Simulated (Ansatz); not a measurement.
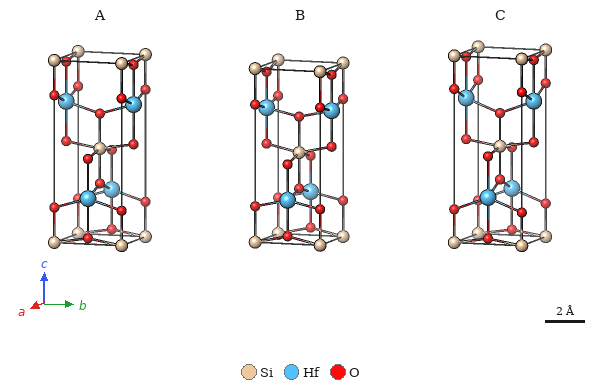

3 geometries from one relaxation of a crystal of HfSiO₄ (built on the anatase host type), in shuffled order. Style: ball-and-stick. Shown: the conventional cell (2 times the calculation's cell), slightly off an axis. Lengths and directions refer to the drawn axes.

Computed with DFT, PBE, plane waves, PAW in Ansatz. (plane-wave cutoff 420 eV; k-point mesh 10 × 10 × 10; occupations fermi dirac; smearing width 0.02 eV; no spin polarisation; cell and atoms relaxed; force threshold 0.005 eV/Å)

Order the frames from highest to lowest energy.

B, A, C. They are steps 0, 1, 10, at +633 meV per atom, +87.7 meV per atom relative to the last. The largest moves relative to the cell, 0.29 Å, are those of O atoms. Hf and Si stay in place. The drawn cell changes as follows: a = b 3.607 → 3.752 Å (+4.0 %), c 9.169 → 9.861 Å (+7.5 %); the volume changes by +16.4 %. Some distances before and after: Hf–O 1.899 → 2.173 Å, Hf–O 1.846 → 2.007 Å, O–Si 1.899 → 1.753 Å, O–Si 1.846 → 1.899 Å. Among the angles between lasting bonds that change: O–Hf–O 155.4° → 138.4°, Hf–O–Hf 155.4° → 138.4°, O–Hf–O 77.7° → 69.2°. The space group stays I-4m2 (No. 119). Over 8 accepted moves (10 points after the start) the energy falls by 633 meV per atom. Largest force component: 6.8 eV/Å at the start, 0.00039 eV/Å at the end. The pressure goes from 60.48 to 0.01 GPa. At 2 points the geometry stayed and the basis and grid were re-selected for the new cell (energy shift of 16.1 meV per atom at most each time). Cost: 53 s on 4 threads of Arm Neoverse V1, on a shared host, peak memory 0.5 GiB.
